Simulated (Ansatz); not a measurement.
SiO₂

```xyz
24
Lattice="5.2467 0.0000 0.0000 0.0000 9.5535 0.0000 0.0000 0.0000 8.8833" Properties=species:S:1:pos:R:3 pbc="T T T"
Si    0.0000    3.9685    7.5059
Si    2.6233    8.7453    3.0642
Si    0.0000    8.7453    1.3775
Si    2.6233    3.9685    5.8191
Si    0.0000    5.5850    1.3775
Si    2.6233    0.8082    5.8191
Si    0.0000    0.8082    7.5059
Si    2.6233    5.5850    3.0642
O     0.0000    4.7768    0.0000
O     2.6233    0.0000    4.4417
O     0.0000    0.0000    0.0000
O     2.6233    4.7768    4.4417
O     1.3117    0.4125    6.6625
O     3.9350    5.1893    2.2208
O     1.3117    9.1410    2.2208
O     3.9350    4.3642    6.6625
O     1.3117    4.3642    6.6625
O     3.9350    9.1410    2.2208
O     1.3117    5.1893    2.2208
O     3.9350    0.4125    6.6625
O     0.0000    7.1651    1.0599
O     2.6233    2.3884    5.5015
O     0.0000    2.3884    7.8235
O     2.6233    7.1651    3.3818
```

Space group Imma; a structure from a database of computed crystals, not necessarily the ambient phase.

These are results of Kohn-Sham DFT of a periodic cell, r2SCAN, Ansatz PAW (Ansatz), not measurements.

Core electrons are frozen (PAW), and the valence fields are smoothed inside the atomic spheres.

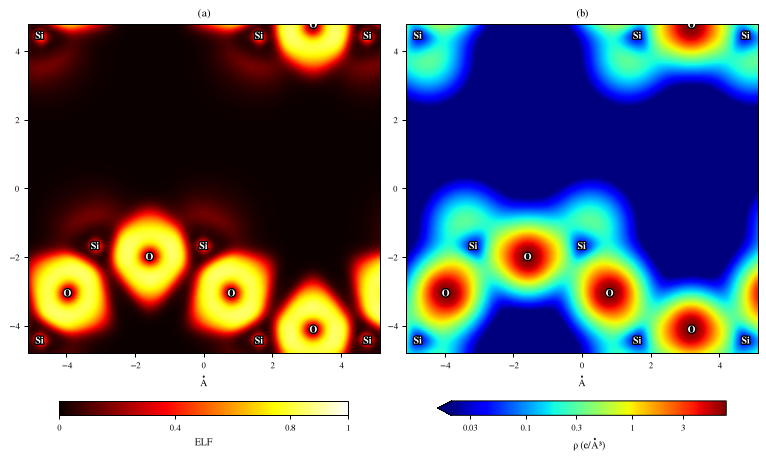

Figure 1. (a) ELF; (b) valence charge density (pseudo) on the (100) plane of the conventional cell.

Question: What do the fields say about this system?

Answer:
- The section cuts through Si and O sites.
- Si–O (1.60 Å): the density is about 1.3 e/Å³ at the midpoint; the ELF peaks at about 0.85 between the atoms, as expected for a polar covalent bond.
- The density dies away to nearly zero in the voids.
- The ELF also peaks beside O, away from the bonds: lone-pair regions.

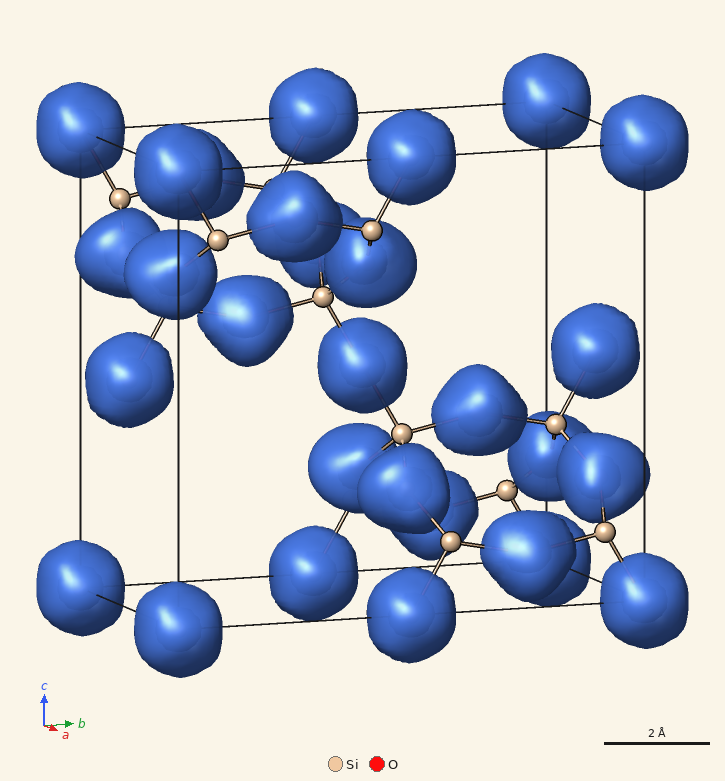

Figure 2. Isosurface of the ELF at 0.75 (blue), seen slightly off an axis. Only the valence region is drawn (cores and ρ < 0.01 e/Å³ removed). Sticks mark near contacts.

Question: Describe the localisation domains.

Answer: The ELF exceeds this value in 16 regions on O in which the atom's valence shell and bonds are merged, counted in one cell of 24 atoms. Any copies at cell faces, edges or corners count once.

Question: Does the calculation make it a metal, or give it a gap?

Answer: It is gapped, with a Kohn–Sham gap of 6.2 eV on the k-point mesh (the band edges may lie off the mesh, which would make the gap smaller).
